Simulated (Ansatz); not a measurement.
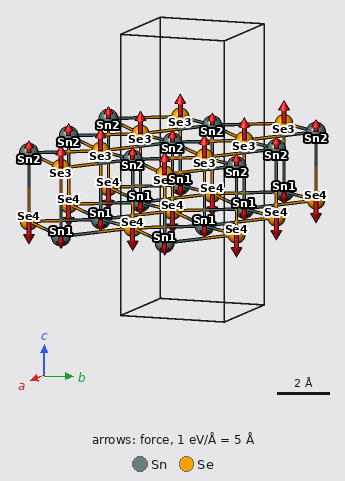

Starting geometry of crystalline SnSe (set up in P4/nmm) with the computed forces as red arrows. A ball-and-stick model of the cell of the calculation, repeated 2 × 1 × 1 with one cell outlined, seen slightly off an axis.

The calculation used DFT PBE+D3(BJ), scalar-relativistic, plane waves, PAW in Ansatz 0.2.0. Set-up: plane-wave cutoff 420 eV; k-point mesh 6 × 6 × 4; occupations gaussian; smearing width 0.02 eV; no spin polarisation; cell and atoms relaxed; force threshold 0.005 eV/Å; at most 80 steps.

**What follows when this structure is relaxed?**

It isn't relaxed: the largest force vector, on Se atoms, is 0.18 eV/Å. The atoms end up moving mostly along the starting forces (cosine between the two patterns 0.97). The largest moves relative to the cell, 0.80 Å, are those of Se3 and Se4. Se3 goes along +c. By element the largest moves are Se 0.80 Å, Sn 0.73 Å. Cell: a = b 4.285 → 4.213 Å (−1.7 %), c 10.991 → 5.986 Å (−45.5 %). Volume −47.4 %. Among the contacts that change: Sn1–Se3 8.311 → 2.995 Å, Sn1–Se3 (another image) 2.680 → 2.992 Å, Sn1–Se4 3.033 → 2.979 Å. New bonds form: Sn1–Se3 (8.31 → 2.99 Å), Sn2–Se4 (8.31 → 2.99 Å). Among the angles between lasting bonds that change: Sn2–Se3–Sn2 175.1° → 180.0°, Se4–Sn1–Se4 175.1° → 180.0°, Sn1–Se3–Sn2 92.4° → 90.0°. The space group (tolerance 0.01 Å) goes from P4/nmm (No. 129) to I4/mmm (No. 139). Over 17 accepted moves (19 points after the start) the energy falls by 160 meV per atom. Largest force component: 0.18 eV/Å at the start, 0.0014 eV/Å at the end. The pressure goes from 0.08 to −0.01 GPa. The line search rejected the trial step at point 14 of the run. The SCF was repeated once at an unchanged geometry on a basis and grid sized afresh for the cell, which shifted the energy by 0.6 meV per atom at most.
